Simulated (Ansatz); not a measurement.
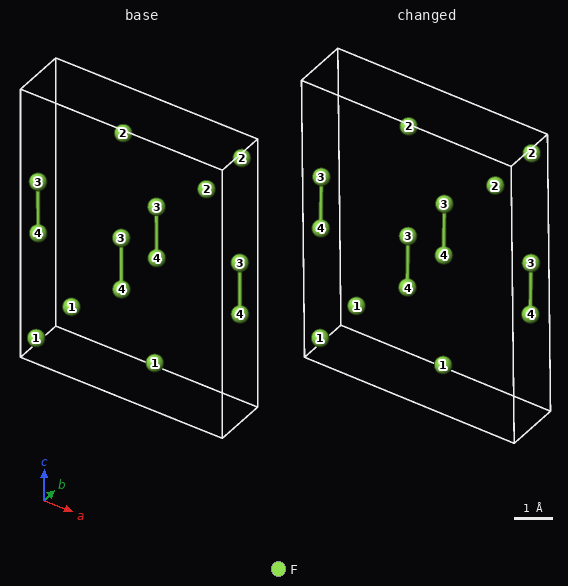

Left: a crystal of F (set up in C2/m). Right: the same structure after one change, at the same scale. Style: ball-and-stick. Shown: the conventional cell (2 times the calculation's cell), slightly off an axis. Lengths and directions refer to the drawn axes.

Method: DFT PBE+D3(BJ), scalar-relativistic, plane waves, PAW in Ansatz 0.2.0. Set-up: plane-wave cutoff 420 eV; k-point mesh 8 × 8 × 4; occupations gaussian; smearing width 0.02 eV; no spin polarisation.

> Which change leads from the left to the right?

The volume is changed by +10.0 %. The cell's shape and the atoms are relaxed at that volume.

> And its effect?

Cell: a 5.881 → 6.125 Å (+4.2 %), b 3.387 → 3.488 Å (+3.0 %), c 7.382 → 7.618 Å (+3.2 %), β 108.1° → 109.1°. Volume +10.0 %. The largest moves relative to the cell, 0.030 Å, are those of F3 and F4. F3 goes along [3 0 −2]. The space group stays C2/m (No. 12). It costs 1.2 meV per atom. Pressure: 0.0 GPa before, −0.2 GPa after. The gap on the k-mesh goes from 2.85 to 2.94 eV.
